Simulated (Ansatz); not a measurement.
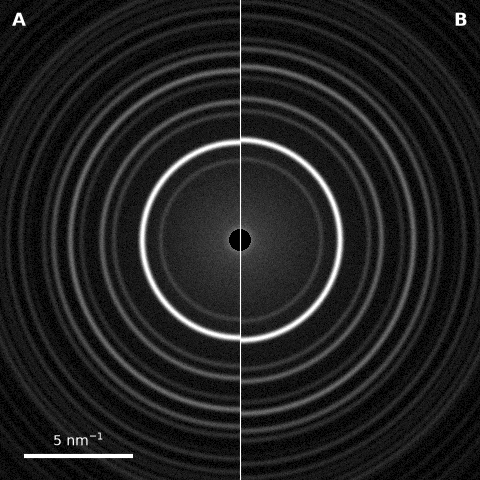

Simulated electron diffraction rings at 200 kV (λ = 0.0251 Å), scale in nm⁻¹ (radius = 1/d), for a fine-grained powder without texture. Kinematic intensities with B = 0.8 Å² for all atoms, without multiple scattering; brightness goes as intensity to the power 0.5, clipped at the top, with counting noise. Reflections closer than the ring width show as one ring. The left and right halves show two different samples, each scaled to its strongest ring.

Both are Ir in P6/mmm, with cells of different size. Origins: A, the end point of a relaxation with Ansatz 0.2.0, DFT, BLYP, plane waves (420 eV) with PAW, scalar-relativistic; the starting structure was generated, so it need not be a known form of this composition; B, the input geometry of an electronic-structure calculation (not necessarily at equilibrium); the starting structure was generated, so it need not be a known form of this composition.

Which half has the larger cell, and by how much?

Half A: the volume of B is 7.1 % smaller than that of A, and a larger cell draws the rings inwards on average.
A: a = 4.452 Å, b = 4.452 Å, c = 2.755 Å, α = 90.00°, β = 90.00°, γ = 120.00°; 001 at 3.63 nm⁻¹ (d = 2.75 Å), 101 + 110 at 4.48 nm⁻¹ (d = 2.24 + 2.23 Å), 111 at 5.78 nm⁻¹ (d = 1.731 Å), 201 at 6.33 nm⁻¹ (d = 1.579 Å).
B: a = 4.348 Å, b = 4.348 Å, c = 2.684 Å, α = 90.00°, β = 90.00°, γ = 120.00°; 001 at 3.73 nm⁻¹ (d = 2.68 Å), 101 + 110 at 4.59 nm⁻¹ (d = 2.19 + 2.17 Å), 111 at 5.92 nm⁻¹ (d = 1.689 Å), 201 at 6.49 nm⁻¹ (d = 1.541 Å).
